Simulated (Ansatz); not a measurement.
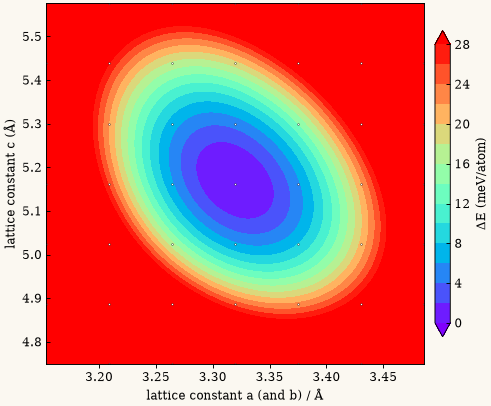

Sc (P6_3/mmc, No. 194; 2 atoms in the cell). 
- The energy is mapped over the lattice constants a and c of the conventional cell.
- Coordinates scanned: (1) lattice constant a (and b); (2) lattice constant c.
- Nothing is relaxed (symmetry fixes all fractional coordinates).
- The grid has 7 × 7 points.
- Energies are in meV/atom, from the lowest grid point.
- The calculation used Ansatz 0.2.0, DFT PBE, scalar-relativistic, plane waves, PAW. Settings: cutoff 520 eV, k-mesh 15×15×10 in the order of the run's cell vectors, gaussian smearing 0.15 eV, no spin polarisation.

In the figure: filled contours, dots at the grid points, one colour for all values above the top of the scale. Between grid points the surface is interpolated.

**Estimate the position of the minimum and the force constants in these coordinates.**

The interpolated minimum is at lattice constant a (and b) ≈ 3.319 Å, lattice constant c ≈ 5.169 Å. The curvatures there are about 7.7 eV/Å² and 1.2 eV/Å², with a cross term of about 1 eV/Å² (per cell of 2 atoms). Round the minimum the valley is somewhat tilted: raising lattice constant a (and b) shifts the best value of lattice constant c downwards (coupling k₁₂/√(k₁₁k₂₂) about 0.3).
